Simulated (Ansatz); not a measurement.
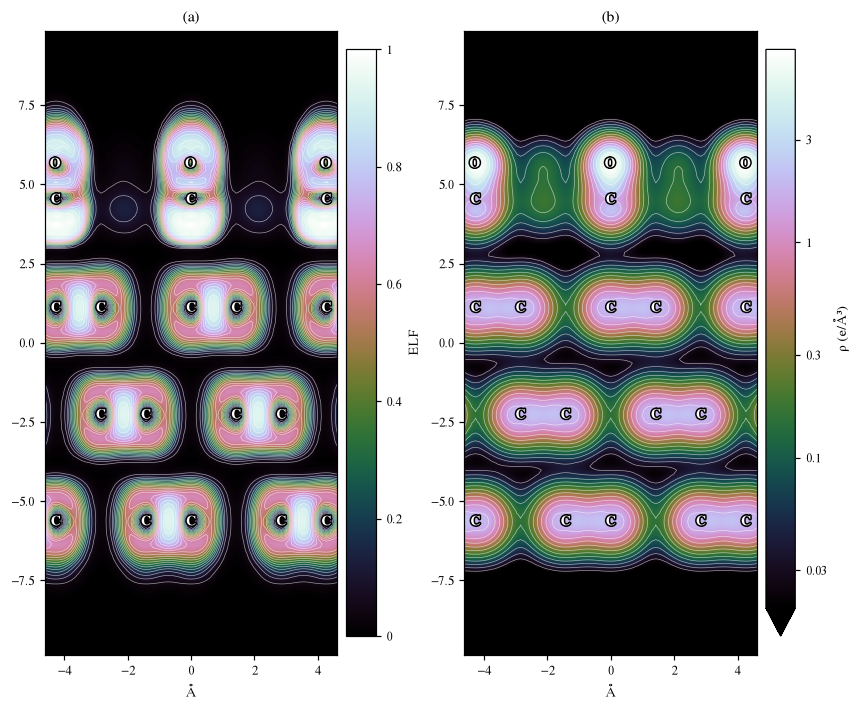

Figure 1: C7O (slab). (a) ELF; (b) valence pseudo-density on the (110) plane of the calculation cell, a cut from vacuum to vacuum.

Computed with DFT PBE+D3(BJ), scalar-relativistic, plane waves, PAW in Ansatz 0.2.0.

In a PAW calculation such maps are meaningful between the atoms, not at the nuclei.

> Read the bonding off the picture.

- The section cuts through C and O sites.
- C–O (1.13 Å): ρ is about 4.1 e/Å³ halfway; the ELF peaks at about 0.85 between the atoms.
- C–C (1.42 Å): ρ at the midpoint is about 2 e/Å³; the ELF peaks at about 0.95 between the atoms.
- The density dies away to nearly zero in the vacuum.
- The ELF also peaks beside O, away from the bonds: lone-pair regions.
